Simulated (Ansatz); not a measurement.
Band-structure calculation of HfO2 (part 2 of 2)

The same run, continued: HfO2 (P2₁/c, 12 atoms in the cell); DFT PBE, spin-orbit coupling, plane waves, PAW (Ansatz 0.2.0); cutoff 420 eV, 6×6×6 k-mesh, Gaussian smearing of 0.02 eV. The structure derives from an entry of the Crystallography Open Database.

Geometry of the input (Å; fractional positions):
```
5.1608  0.0000  -0.0153
0.0000  5.2122  0.0000
-0.8815  0.0000  5.2787
Hf 0.2757  0.0429  0.2084
Hf 0.7243  0.5429  0.2916
Hf 0.7243  0.9571  0.7916
Hf 0.2757  0.4571  0.7084
O  0.4491  0.7572  0.4767
O  0.5509  0.2572  0.0233
O  0.5509  0.2428  0.5233
O  0.4491  0.7428  0.9767
O  0.0672  0.3287  0.3484
O  0.9328  0.8287  0.1516
O  0.9328  0.6713  0.6516
O  0.0672  0.1713  0.8484
```

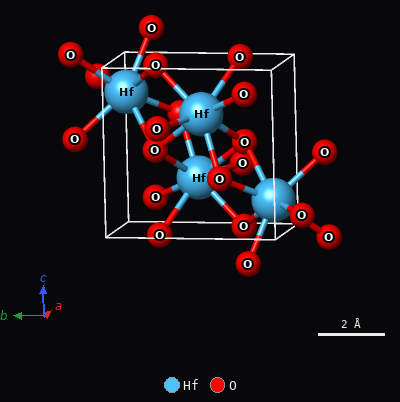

*The structure as given in the input (ball-and-stick view of the cell of the calculation, seen at an oblique angle; bonded neighbours outside the cell are drawn too).*

What the program printed, continued
```
  k-point 0: bands = ["-46.6513", "-46.6513", "-46.6334", "-46.6334", "-46.6309", "-46.6309", "-46.6302", "-46.6302", "-21.0601", "-21.0601", "-21.0476", "-21.0476", "-21.0449", "-21.0449", "-20.9397", "-20.9397", "-13.6814", "-13.6814", "-13.6471", "-13.6471", "-13.6166", "-13.6166", "-13.3580", "-13.3580", "-13.3558", "-13.3558", "-13.3339", "-13.3339", "-13.2175", "-13.2175", "-13.1493", "-13.1493", "-4.2910", "-4.2910", "-3.0008", "-3.0008", "-2.8826", "-2.8826", "-2.8346", "-2.8346",
      "-2.4537", "-2.4537", "-2.4187", "-2.4187", "-2.1924", "-2.1924", "-2.1307", "-2.1307", "2.5229", "2.5229", "2.5240", "2.5240", "2.5316", "2.5316", "2.5318", "2.5318", "2.5399", "2.5399", "2.5437", "2.5437", "2.5481", "2.5481", "2.5527", "2.5527", "2.5560", "2.5560", "2.5734", "2.5734", "2.5763", "2.5763", "2.6032", "2.6032", "4.2415", "4.2415", "4.2522", "4.2522", "4.2553", "4.2553", "4.2612", "4.2612",
      "4.2666", "4.2666", "4.2716", "4.2716", "4.2755", "4.2755", "4.2785", "4.2785", "4.2838", "4.2838", "4.2861", "4.2861", "4.2893", "4.2893", "4.2944", "4.2944", "4.2966", "4.2966", "4.3179", "4.3179", "4.3196", "4.3196", "4.3448", "4.3448", "8.3202", "8.3202", "8.4243", "8.4243", "8.9321", "8.9321", "9.1073", "9.1073", "9.2586", "9.2586", "9.5601", "9.5601", "10.3023", "10.3023", "10.6251", "10.6251",
      "10.8058", "10.8058", "10.9761", "10.9761", "11.0256", "11.0256", "11.1408", "11.1408", "11.6697", "11.6697", "11.8327", "11.8327", "11.8423", "11.8423", "11.9037", "11.9037", "12.0920", "12.0920", "12.5534", "12.5534", "12.5740", "12.5740", "12.7057", "12.7057", "13.1296", "13.1296", "13.1991", "13.1991", "13.4958", "13.4958", "13.6927", "13.6927", "18.2159", "18.2159", "18.6833", "18.6833", "18.7704", "18.7704", "19.1350", "19.1350",
      "19.2850", "19.2850", "19.4438", "19.4438", "19.6401", "19.6401", "19.8318", "19.8318", "20.0610", "20.0610", "20.2324", "20.2324", "20.7772", "20.7772", "20.9161", "20.9161", "21.1832", "21.1832", "21.5479", "21.5479", "21.9162", "21.9162", "22.3294", "22.3294"]
  k-point 1: bands = ["-46.6500", "-46.6500", "-46.6343", "-46.6343", "-46.6309", "-46.6309", "-46.6305", "-46.6305", "-21.0586", "-21.0586", "-21.0505", "-21.0505", "-21.0365", "-21.0365", "-20.9467", "-20.9467", "-13.6838", "-13.6838", "-13.6280", "-13.6280", "-13.5862", "-13.5862", "-13.4046", "-13.4046", "-13.3451", "-13.3451", "-13.3168", "-13.3168", "-13.2296", "-13.2296", "-13.1741", "-13.1741", "-4.1868", "-4.1868", "-2.9796", "-2.9796", "-2.9123", "-2.9123", "-2.8273", "-2.8273",
      "-2.5325", "-2.5325", "-2.4042", "-2.4042", "-2.2456", "-2.2456", "-2.1337", "-2.1337", "2.5229", "2.5229", "2.5243", "2.5243", "2.5300", "2.5300", "2.5321", "2.5321", "2.5402", "2.5402", "2.5436", "2.5436", "2.5478", "2.5478", "2.5535", "2.5535", "2.5568", "2.5568", "2.5722", "2.5722", "2.5776", "2.5776", "2.5998", "2.5998", "4.2415", "4.2415", "4.2516", "4.2516", "4.2547", "4.2547", "4.2597", "4.2597",
      "4.2670", "4.2670", "4.2722", "4.2722", "4.2742", "4.2742", "4.2767", "4.2767", "4.2846", "4.2846", "4.2869", "4.2869", "4.2912", "4.2912", "4.2952", "4.2952", "4.2967", "4.2967", "4.3157", "4.3157", "4.3201", "4.3201", "4.3413", "4.3413", "8.4021", "8.4021", "8.5609", "8.5609", "9.0995", "9.0995", "9.1750", "9.1750", "9.3608", "9.3608", "9.6210", "9.6210", "10.1992", "10.1992", "10.5484", "10.5484",
      "10.6420", "10.6420", "10.8778", "10.8778", "11.1262", "11.1262", "11.2171", "11.2171", "11.5067", "11.5067", "11.6461", "11.6461", "11.9203", "11.9203", "12.0175", "12.0175", "12.1032", "12.1032", "12.3928", "12.3928", "12.4696", "12.4696", "12.8045", "12.8045", "13.0061", "13.0061", "13.1116", "13.1116", "13.3993", "13.3993", "13.5905", "13.5905", "18.2435", "18.2435", "18.6132", "18.6132", "18.6909", "18.6909", "19.2273", "19.2273",
      "19.3911", "19.3911", "19.4538", "19.4538", "19.9004", "19.9004", "19.9592", "19.9592", "20.0639", "20.0639", "20.3536", "20.3536", "20.6485", "20.6485", "20.9503", "20.9503", "21.3380", "21.3380", "21.5952", "21.5952", "21.8338", "21.8338", "22.3367", "22.3367"]
  k-point 2: bands = ["-46.6466", "-46.6466", "-46.6374", "-46.6374", "-46.6309", "-46.6309", "-46.6308", "-46.6308", "-21.0562", "-21.0562", "-21.0526", "-21.0526", "-21.0178", "-21.0178", "-20.9659", "-20.9659", "-13.6681", "-13.6681", "-13.6036", "-13.6036", "-13.5185", "-13.5185", "-13.4349", "-13.4349", "-13.3662", "-13.3662", "-13.3132", "-13.3132", "-13.2644", "-13.2644", "-13.2166", "-13.2166", "-3.9006", "-3.9006", "-3.1240", "-3.1240", "-2.9141", "-2.9141", "-2.8223", "-2.8223",
      "-2.5812", "-2.5812", "-2.4281", "-2.4281", "-2.3080", "-2.3080", "-2.1782", "-2.1782", "2.5231", "2.5231", "2.5242", "2.5242", "2.5292", "2.5292", "2.5312", "2.5312", "2.5405", "2.5405", "2.5422", "2.5422", "2.5485", "2.5485", "2.5531", "2.5531", "2.5615", "2.5615", "2.5715", "2.5715", "2.5790", "2.5790", "2.5915", "2.5915", "4.2422", "4.2422", "4.2483", "4.2483", "4.2554", "4.2554", "4.2579", "4.2579",
      "4.2661", "4.2661", "4.2685", "4.2685", "4.2738", "4.2738", "4.2781", "4.2781", "4.2843", "4.2843", "4.2871", "4.2871", "4.2940", "4.2940", "4.2964", "4.2964", "4.3020", "4.3020", "4.3129", "4.3129", "4.3192", "4.3192", "4.3321", "4.3321", "8.6512", "8.6512", "8.9458", "8.9458", "9.2105", "9.2105", "9.4005", "9.4005", "9.7327", "9.7327", "9.8604", "9.8604", "9.9542", "9.9542", "10.1866", "10.1866",
      "10.3283", "10.3283", "10.9028", "10.9028", "11.1107", "11.1107", "11.2199", "11.2199", "11.3737", "11.3737", "11.5034", "11.5034", "11.7307", "11.7307", "11.8745", "11.8745", "12.1815", "12.1815", "12.2934", "12.2934", "12.3893", "12.3893", "12.7214", "12.7214", "12.9284", "12.9284", "13.0856", "13.0856", "13.1660", "13.1660", "13.3549", "13.3549", "18.3062", "18.3062", "18.4764", "18.4764", "18.7386", "18.7386", "19.0368", "19.0368",
      "19.5355", "19.5355", "19.6576", "19.6576", "20.0506", "20.0506", "20.1963", "20.1963", "20.4144", "20.4144", "20.5153", "20.5153", "20.7101", "20.7101", "21.0296", "21.0296", "21.3667", "21.3667", "21.7148", "21.7148", "21.9803", "21.9803", "22.3499", "22.3499"]
  k-point 79: bands = ["-46.6392", "-46.6392", "-46.6392", "-46.6392", "-46.6337", "-46.6337", "-46.6337", "-46.6337", "-21.0403", "-21.0403", "-21.0337", "-21.0337", "-21.0143", "-21.0143", "-21.0090", "-21.0090", "-13.6382", "-13.6382", "-13.6086", "-13.6086", "-13.5792", "-13.5792", "-13.5565", "-13.5565", "-13.2907", "-13.2907", "-13.2875", "-13.2875", "-13.2118", "-13.2118", "-13.2056", "-13.2056", "-3.4423", "-3.4423", "-3.4407", "-3.4407", "-3.1390", "-3.1390", "-3.1292", "-3.1292",
      "-2.3139", "-2.3139", "-2.3042", "-2.3042", "-2.2831", "-2.2831", "-2.2119", "-2.2119", "2.5245", "2.5245", "2.5281", "2.5281", "2.5305", "2.5305", "2.5308", "2.5308", "2.5414", "2.5414", "2.5456", "2.5456", "2.5457", "2.5457", "2.5490", "2.5490", "2.5559", "2.5559", "2.5765", "2.5765", "2.5795", "2.5795", "2.5806", "2.5806", "4.2510", "4.2510", "4.2532", "4.2532", "4.2555", "4.2555", "4.2568", "4.2568",
      "4.2661", "4.2661", "4.2719", "4.2719", "4.2743", "4.2743", "4.2755", "4.2755", "4.2845", "4.2845", "4.2864", "4.2864", "4.2871", "4.2871", "4.2894", "4.2894", "4.2974", "4.2974", "4.3148", "4.3148", "4.3191", "4.3191", "4.3210", "4.3210", "9.2851", "9.2851", "9.2978", "9.2978", "9.4839", "9.4839", "9.5350", "9.5350", "9.8219", "9.8219", "9.8480", "9.8480", "10.1317", "10.1317", "10.1846", "10.1846",
      "10.9072", "10.9072", "10.9130", "10.9130", "10.9141", "10.9141", "11.0215", "11.0215", "11.3822", "11.3822", "11.3842", "11.3842", "11.3929", "11.3929", "11.4838", "11.4838", "12.1117", "12.1117", "12.1495", "12.1495", "12.5072", "12.5072", "12.5102", "12.5102", "12.6297", "12.6297", "12.6660", "12.6660", "12.9368", "12.9368", "13.0100", "13.0100", "18.1504", "18.1504", "18.1841", "18.1841", "18.7710", "18.7710", "18.9169", "18.9169",
      "19.3024", "19.3024", "19.3379", "19.3379", "19.6120", "19.6120", "19.7254", "19.7254", "20.4390", "20.4390", "20.5966", "20.5966", "20.6060", "20.6060", "20.6775", "20.6775", "21.7301", "21.7301", "21.9258", "21.9258", "22.5726", "22.5726", "22.5951", "22.5951"]
--- Löwdin populations: 12 sites ---
  site symbol       q [e]
     0     Hf     24.5608
     1     Hf     24.5608
     2     Hf     24.5608
     3     Hf     24.5608
     4      O      6.6940
     5      O      6.6940
     6      O      6.6940
     7      O      6.6940
     8      O      6.6484
     9      O      6.6484
    10      O      6.6484
    11      O      6.6484
  spilling = 0.002545 (of n_electrons = 152.000000)
```

File populations.tsv
```
# site	symbol	l	j	q
# orbitals = lowdin
# n_electrons = 152.000000
# spilling = 0.002545
0	Hf	0_5S	0.5	1.968969
0	Hf	0_6S	0.5	0.440078
0	Hf	1_5P	0.5	1.995886
0	Hf	1_5P	1.5	3.987564
0	Hf	2_5D	1.5	0.880670
0	Hf	2_5D	2.5	1.291167
0	Hf	3_4F	2.5	5.998560
0	Hf	3_4F	3.5	7.997952
1	Hf	0_5S	0.5	1.968969
1	Hf	0_6S	0.5	0.440078
1	Hf	1_5P	0.5	1.995886
1	Hf	1_5P	1.5	3.987564
1	Hf	2_5D	1.5	0.880670
1	Hf	2_5D	2.5	1.291167
1	Hf	3_4F	2.5	5.998560
1	Hf	3_4F	3.5	7.997952
2	Hf	0_5S	0.5	1.968969
2	Hf	0_6S	0.5	0.440078
2	Hf	1_5P	0.5	1.995886
2	Hf	1_5P	1.5	3.987564
2	Hf	2_5D	1.5	0.880670
2	Hf	2_5D	2.5	1.291167
2	Hf	3_4F	2.5	5.998560
2	Hf	3_4F	3.5	7.997952
3	Hf	0_5S	0.5	1.968969
3	Hf	0_6S	0.5	0.440078
3	Hf	1_5P	0.5	1.995886
3	Hf	1_5P	1.5	3.987564
3	Hf	2_5D	1.5	0.880670
3	Hf	2_5D	2.5	1.291167
3	Hf	3_4F	2.5	5.998560
3	Hf	3_4F	3.5	7.997952
4	O	0_2S	0.5	1.701441
4	O	1_2P	0.5	1.670788
4	O	1_2P	1.5	3.321812
5	O	0_2S	0.5	1.701441
5	O	1_2P	0.5	1.670788
5	O	1_2P	1.5	3.321812
6	O	0_2S	0.5	1.701441
6	O	1_2P	0.5	1.670788
6	O	1_2P	1.5	3.321812
7	O	0_2S	0.5	1.701441
7	O	1_2P	0.5	1.670788
7	O	1_2P	1.5	3.321812
8	O	0_2S	0.5	1.689648
8	O	1_2P	0.5	1.659709
8	O	1_2P	1.5	3.299056
9	O	0_2S	0.5	1.689648
9	O	1_2P	0.5	1.659709
9	O	1_2P	1.5	3.299056
10	O	0_2S	0.5	1.689648
10	O	1_2P	0.5	1.659709
10	O	1_2P	1.5	3.299056
11	O	0_2S	0.5	1.689648
11	O	1_2P	0.5	1.659709
11	O	1_2P	1.5	3.299056
```

Key numbers

- outcome: converged
- space group (tolerance 0.01 Å): P2₁/c (14)
- electrons treated: 152
- free energy: −67521.1873 eV
- Fermi energy: 15.711 eV
- gap on the k-point mesh: 4.04 eV
- gap on the band path: 4.04 eV
- net moment of the cell: 0.00 μB
- integrated absolute moment: 0.00 μB
- pressure: −0.26 GPa
- largest force (length of the vector): 0.010 eV/Å
- hardware: 8 threads of an Arm (aarch64) CPU, shared host
- wall time: 4.2 min (CPU time 33 min)
- peak memory: 5.9 GiB
